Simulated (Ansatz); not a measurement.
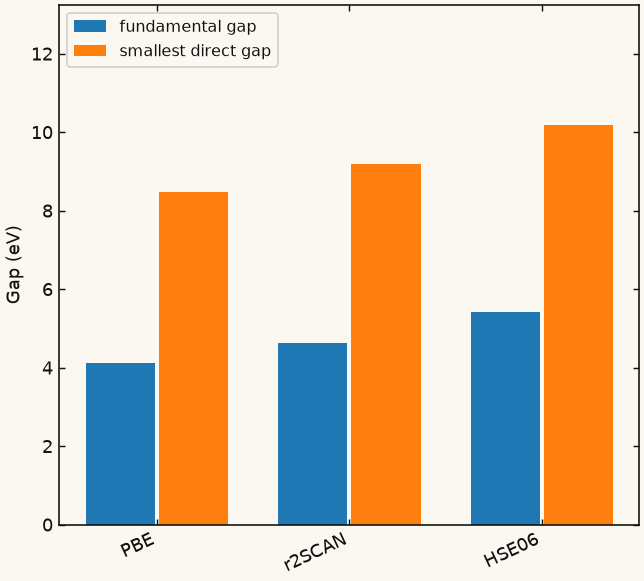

Gaps of BN, space group I-4m2 (No. 119), 2 atoms in the cell, zincblende type, uniaxial (z) strain +3.8%, at several levels of theory on one cell (Ansatz, plane waves and PAW; edges over the mesh and the special points).

How does the gap depend on the level, and does its kind change?

In rising order: PBE 4.11 eV, r2SCAN 4.62 eV and HSE06 5.40 eV. It is indirect at every level.
